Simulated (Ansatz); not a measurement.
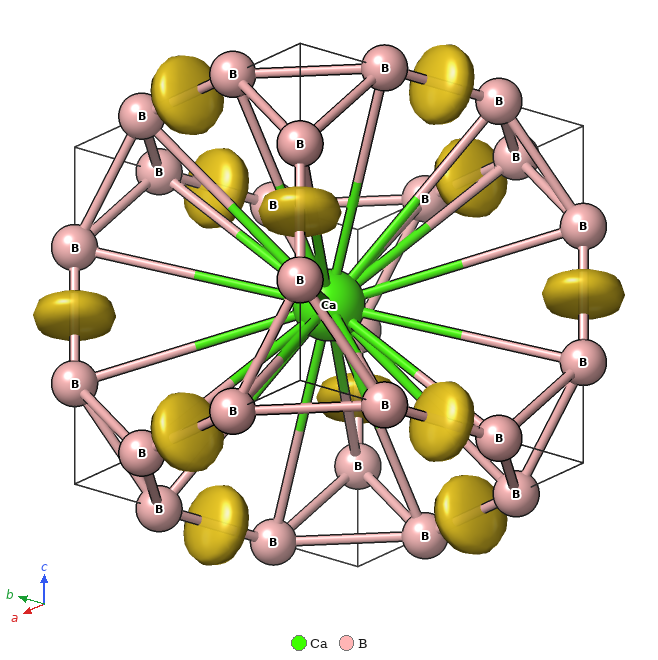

The picture shows: CaB$_{6}$. Isosurface of the electron localisation function at 0.9 (yellow), seen at an oblique angle. Only the valence region is drawn (cores and ρ < 0.01 e/Å³ removed). Sticks mark near contacts.

Space group Pm-3m.

All numbers below come from Ansatz 0.2.0, DFT PBEsol, scalar-relativistic, plane waves, PAW.

Describe the localisation domains.

The ELF exceeds this value in three regions between bonded B–B atoms (shared pairs), counted in one cell of 7 atoms. Regions shared between cells count once.

Values along the shortest contacts:
B–B (1.67 Å): the ELF peaks at about 0.95 between the atoms. Ca–B (3.05 Å): the ELF peaks at about 0.55 in the valence shell of B, 0.9 Å from its nucleus, and drops to about 0.05 between the two atoms: no localised pair shows between them.
